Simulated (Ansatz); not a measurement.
System: S (cell with a defect).

Input

```
crystal:
  lattice:
    - [16.8284493521, -16.8284493521, 0.0]
    - [-16.8284493521, -16.8284493521, 0.0]
    - [0.0, 16.8284493521, -20.4476642038]
  atoms:
    - { symbol: S, position: [0.2314564802, 0.8308998995, 0.5372939811] }
    - { symbol: S, position: [0.7221517611, 0.3615610915, 0.5837128526] }
    - { symbol: S, position: [0.7681435737, 0.3667201252, 0.5362871474] }
    - { symbol: S, position: [0.1695670223, 0.7681435737, 0.5362871474] }
    - { symbol: S, position: [0.6695670223, 0.2681435737, 0.5362871474] }
    - { symbol: S, position: [0.3615610915, 0.8615610915, 0.5837128526] }
    - { symbol: S, position: [0.8615610915, 0.3615610915, 0.5837128526] }
    - { symbol: S, position: [0.2221517611, 0.7221517611, 0.5837128526] }
    - { symbol: S, position: [0.7221517611, 0.2221517611, 0.5837128526] }
    - { symbol: S, position: [0.3667201252, 0.7681435737, 0.5362871474] }
    - { symbol: S, position: [0.8667201252, 0.2681435737, 0.5362871474] }
    - { symbol: S, position: [0.2681435737, 0.6695670223, 0.5362871474] }
    - { symbol: S, position: [0.7681435737, 0.1695670223, 0.5362871474] }
    - { symbol: S, position: [0.3615610915, 0.7221517611, 0.5837128526] }
    - { symbol: S, position: [0.8615610915, 0.2221517611, 0.5837128526] }
basis:
  ecutwfc: 420
kpoints:
  mp_grid: { grid: [1, 1, 1] }
hamiltonian:
  xc: lda
  dispersion: d3bj
scf:
  occupations: { method: gaussian, width: 0.05 }
output:
  forces: true
  stress: true
  eigenvalues: true
  write_density: true
  write_potential: true
  elf: true
  volumetric_format: npy
```

Run with:

```sh
ansatz run input.yaml --threads 4 --pin off --max-ram 8192MiB --backend cpu --events-out ev --progress --plain --runs-dir out
```

Changed on purpose from its base cell (S vacancy; atom 1 moved 0.500 of the way to it and +0.700 A across, host rigid); not relaxed (largest force 1.6 eV/Å).

The calculation used DFT LDA+D3(BJ), scalar-relativistic, plane waves, PAW in Ansatz 0.2.0.

Question: What will maps of the valence pseudo-density and electron localisation function show?

Answer: S–S (2.04 Å): ρ at the midpoint is about 1 e/Å³; the ELF peaks at about 0.80 between the atoms (a shared electron pair).

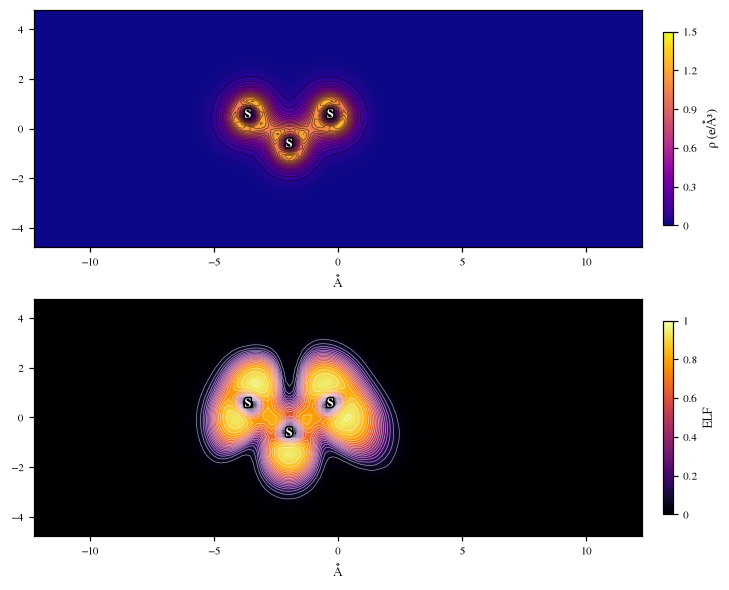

Computed valence pseudo-density and electron localisation function on the (100) plane of the calculation cell, a cut from vacuum to vacuum, in this order. 

In a PAW calculation such maps are meaningful between the atoms, not at the nuclei.
